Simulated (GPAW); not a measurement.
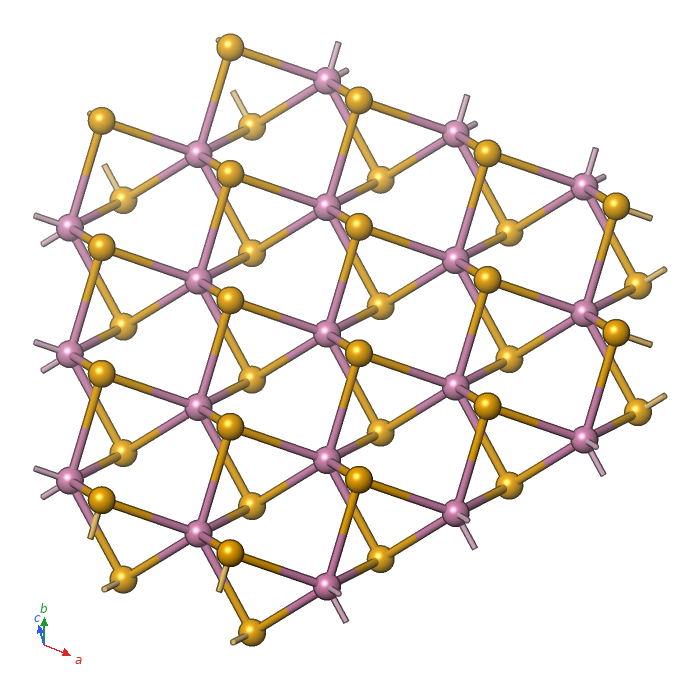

A cut-out of a periodic net derived from a crystal structure. Nodes are coloured by topological kind. One layer is drawn. Edges to nodes outside the piece are drawn as stubs.

> What net is this?

A binodal (3,6)-connected, two-periodic (layers) net. It is the net of the trigonal-prismatic layers of 2H-MoS2.

> Give point symbol and coordination sequence of each kind of node.

3-connected node: 4^3, sequence 3, 13, 9, 24; 6-connected node: 4^3.6^12, sequence 6, 6, 18, 12.

Where the net comes from. The compound is WS₂ (space group R3m, No. 160), taken as an entry of the Crystallography Open Database, as set up for an electronic-structure calculation. Bonds are taken as S–W below 2.7 Å; no other contact counts. The graph is simplified in the usual way: terminal and isolated atoms are pruned, two-connected atoms become edges. S is a 3-connected node; W is a 6-connected node, in the ratio 2:1.
